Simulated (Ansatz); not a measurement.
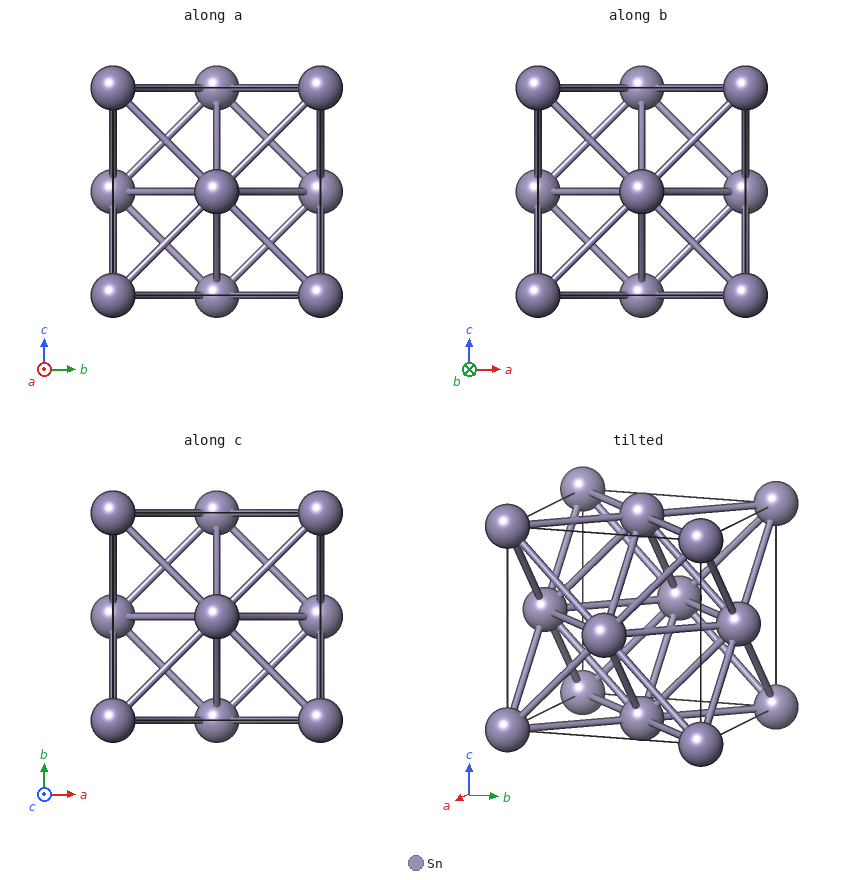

Ball-and-stick representation of a periodic structure, projected along the a axis, along the b axis, along the c axis and slightly off an axis. Atoms at the boundary of the conventional unit cell (the box) are drawn once for each face, edge or corner they touch.

Lattice parameters: a = 4.538 Å, b = 4.538 Å, c = 4.538 Å, α = 90.00°, β = 90.00°, γ = 90.00°. Put a along x and b in the xy plane.

Express the structure as a POSCAR file.

Answer.
```
Sn
1.0
     4.538    0.000    0.000
     0.000    4.538    0.000
     0.000    0.000    4.538
Sn
4
Direct
  0.0000 0.0000 0.0000
  0.0000 0.5000 0.5000
  0.5000 0.0000 0.5000
  0.5000 0.5000 0.0000
```

The initial geometry was a structure type filled with this element by a generator (whether the element takes this form wasn't checked). Earlier steps of the study may have refined or changed the cell and positions. Ansatz was used for an electronic-structure calculation on it.

At this level of theory the cell isn't at rest (compressed, at 9 GPa), so its distances can differ from those at equilibrium, the more so the softer the solid.
